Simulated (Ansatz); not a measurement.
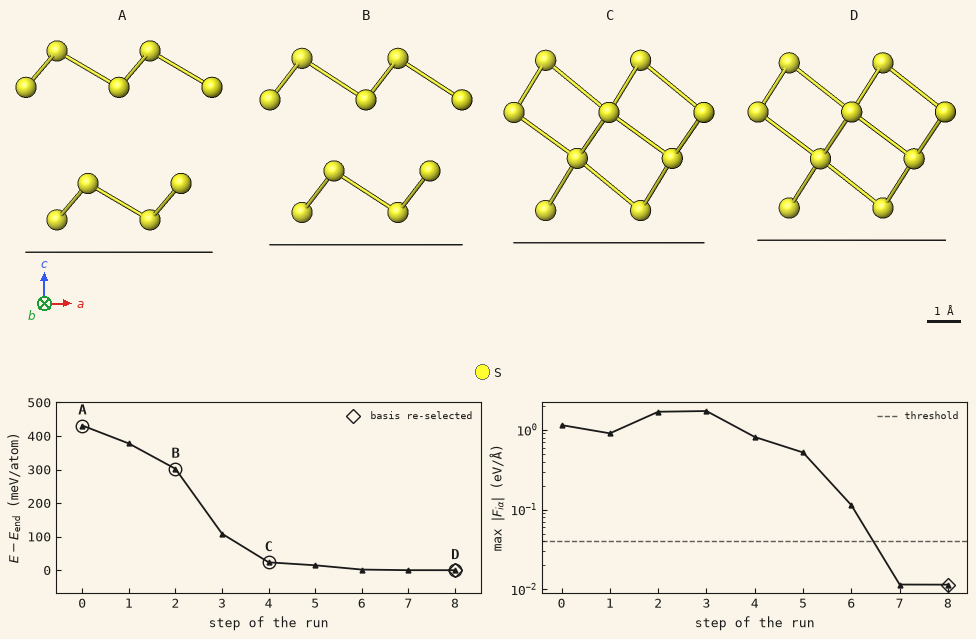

Frames of a relaxation of a free-standing layer of S (a generated structure, set up in P-3m1) (coarse preliminary run), marked on the history of the run. A ball-and-stick model of the 2 × 2 repeat of the cell, outlined in the plane, without the vacuum, seen along the b axis.

These are results of Ansatz, DFT PBE+D3(BJ), scalar-relativistic, plane waves, PAW, not measurements. Settings: plane-wave cutoff 420 eV; k-point mesh 6 × 6 × 1; occupations gaussian; smearing width 0.1 eV; no spin polarisation; cell and atoms relaxed; force threshold 0.04 eV/Å; at most 70 steps.

> Describe the path.

The largest moves relative to the cell and the layer's centre, 0.76 Å, are those of S atoms. In the plane the drawn cell goes a 6.634 → 6.683 Å (+0.7 %), b 6.634 → 6.683 Å (+0.7 %). Near-neighbour distances that change, for instance: S–S 3.534 → 2.411 Å, S–S 2.220 → 2.455 Å. New bonds form, among them: S–S (3.53 → 2.41 Å). Bond angles that change, for instance: S–S–S 96.7° → 85.8°. Over 7 accepted moves (8 points after the start) the energy falls by 431 meV per atom. Largest force component: 1.1 eV/Å at the start, 0.011 eV/Å at the end. At 1 point the geometry stayed and the basis and grid were re-selected for the new cell (energy shift of less than 0.05 meV per atom at most each time). The program noted that it reset the height of the cell. The run took 100 s on 1 thread of Intel(R) Xeon(R) Processor @ 2.50GHz (Skylake/Cascade Lake) (shared host), peak memory 0.5 GiB. From step 0 to 2: S atoms move most (0.39 Å), energy −129 meV per atom. From step 2 to 4: S atoms move most (0.39 Å), energy −279 meV per atom. From step 4 to 8: S atoms move most (0.08 Å), energy −23.4 meV per atom.

```csv
step,"E − E(0), meV/atom","largest force component, eV/Å",note
0,0.00,1.1463,
1,-53.63,0.9033,
2,-129.11,1.6855,
3,-322.69,1.7205,
4,-407.95,0.8133,
5,-416.79,0.5200,
6,-429.59,0.1136,
7,-431.38,0.0115,
8,-431.39,0.0114,"same geometry, new basis"
```
